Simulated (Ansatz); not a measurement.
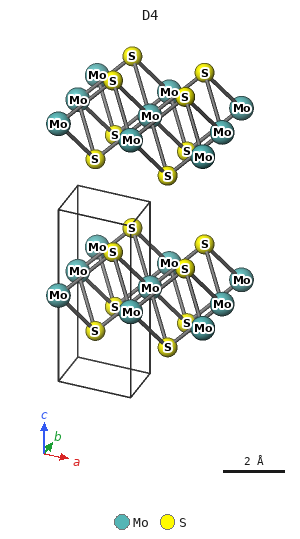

Crystalline MoS2 (set up in P-3m1), relaxed (cell and atoms) with several dispersion corrections. The picture shows the result with D4. A ball-and-stick model of the cell of the calculation, repeated 2 × 2 × 2 with one cell outlined, seen slightly off an axis.

Computed with Ansatz 0.2.0: PBE, Ansatz PAW. Settings: plane-wave cutoff 420 eV; k-point mesh 9 × 9 × 4; occupations fermi-dirac; smearing width 0.05 eV; no spin polarisation; cell and atoms relaxed; force threshold 0.01 eV/Å.

```csv
dispersion correction,volume (Å³/atom),a (Å),c (Å)
D4,17.056,3.178,5.850
none,20.442,3.192,6.949
D3(BJ),16.894,3.174,5.811
D3(BJ)-ATM,?,?,?
```

**Estimate the missing row from the others, and compare with the calculation.**

With D3(BJ)-ATM the volume falls between D4 (17.056) and none (20.442). The calculation gives 17.136 Å³/atom (a = 3.177 Å, c = 5.880 Å). In order of volume: D3(BJ) < D4 < D3(BJ)-ATM < none; the spread is 21.0 %.

Each member starts from this one structure; whether another phase lies lower wasn't checked.

Limits of the set-up: layers or molecules are held without a dispersion correction, so their spacing is unreliable.
